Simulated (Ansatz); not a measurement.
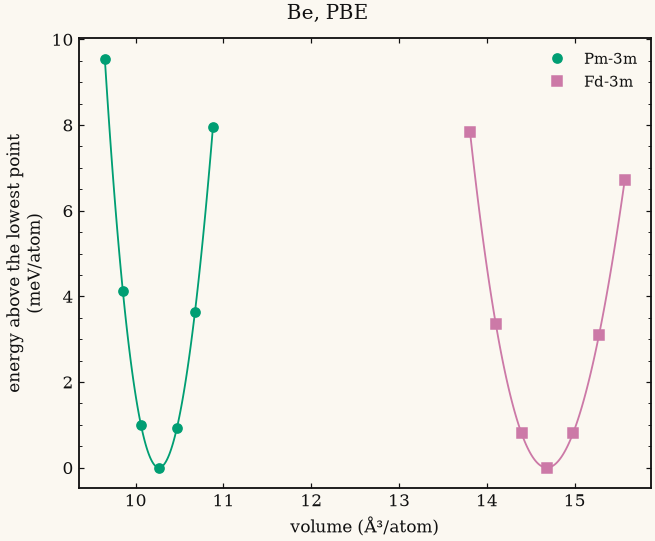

The figure shows the energy above the lowest point against volume, with one curve for each structure, for Be. Each energy curve has its own zero, so the curves don't rank the structures.

Calculation (Ansatz 0.2.0 development build): equation of state of a cubic crystal from periodic Kohn-Sham density functional theory without spin, third-order Birch-Murnaghan fit to the free energies; pressure corrected for the finite basis. Level: PBE.

- occupation method: Fermi–Dirac
- occupation width: 0.06123 eV
- wave cutoff: 420 eV
- datasets: soft-1 PAW
- density tolerance: 1e−07 eV
- density cutoff ratio: 4
- search for lower states: default

Settings that differ: Pm-3m: k mesh 50×50×50, atoms in cell 1, lattice centring simple cubic, space group number 221, structure type simple cubic; Fd-3m: k mesh 19×19×19, atoms in cell 2, lattice centring face-centred primitive, space group number 227, structure type diamond.

Order the curves by fitted equilibrium volume, smallest first.

Pm-3m 10.27, Fd-3m 14.68 Å³/atom.

Order the curves by fitted bulk modulus, smallest first.

Fd-3m 43.9, Pm-3m 75.4 GPa.

Limits of the calculation: cubic model structure, not the ambient form; modest k-mesh, values are not fully converged in k (Fd-3m).

The computed values:

Pm-3m:
```tsv
volume (Å³/atom)	energy above the lowest point (meV/atom)
9.65	9.544
9.85	4.121
10.06	1.005
10.26	0.000
10.47	0.930
10.68	3.633
10.88	7.962
```

Fd-3m:
```tsv
volume (Å³/atom)	energy above the lowest point (meV/atom)
13.81	7.84
14.10	3.35
14.40	0.80
14.69	0.00
14.98	0.81
15.28	3.10
15.57	6.72
```
